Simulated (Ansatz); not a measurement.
System: rocksalt LiBr, space group Fm-3m, 2 atoms in the primitive cell, relaxed with r2SCAN; cubic a = 5.479 Å. Starting point: PBE, Ansatz PAW set, no spin polarisation, no spin-orbit coupling, 4×4×4 k mesh, 420 eV cutoff, fixed occupations (Ansatz 0.2.0). Many-body step: G0W0 with empty bands 171, screening cutoff 150 eV and frequency treatment contour deformation.

In PBE the smallest gap over these k points is 4.99 eV, with direct gaps of 4.99 eV at Γ, 5.90 eV at L and 7.41 eV at X.

### What does G0W0 give?

Over the k points that were corrected, the smallest gap goes from 4.99 eV in PBE (direct at Γ) to 7.21 eV in G0W0 (direct at Γ), a change of +2.22 eV (+45 %). Counted from the valence top, the lowest empty level moves by +2.22 eV at Γ, +2.18 eV at L and +2.24 eV at X; over the 7 points that were corrected the shifts run from +2.18 to +2.31 eV: a spread of 0.13 eV on a mean of 2.24 eV, so one scissor shift describes this level well. Only two empty levels a point were corrected, so a higher one could drop under them. The top filled level also moves against the valence top, by −0.12 eV at X. Down to 1.5 eV under the top, the filled levels drop by about 0.09 eV more for each eV of depth, so the valence band is stretched by about 9 %.

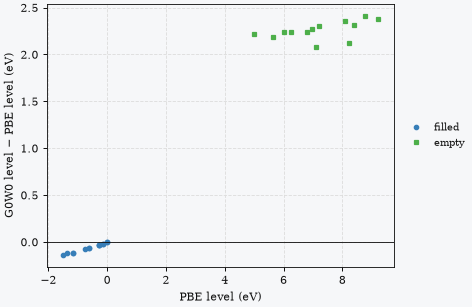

Change of each level from PBE to G0W0 against its PBE energy, both sets counted from their own valence top. Levels over 8 eV under the top or 5 eV above the conduction bottom aren't drawn.

| k point | PBE direct gap (eV) | G0W0 direct gap (eV) |
| --- | --- | --- |
| Γ | 4.99 | 7.21 |
| L | 5.90 | 8.11 |
| X | 7.41 | 9.77 |

The k mesh is coarse (spacing up to 0.50 Å⁻¹), so the values aren't converged. Spin-orbit coupling is left out, which matters for Br. Bands, cutoffs and mesh are finite, so these values aren't at the basis limit.
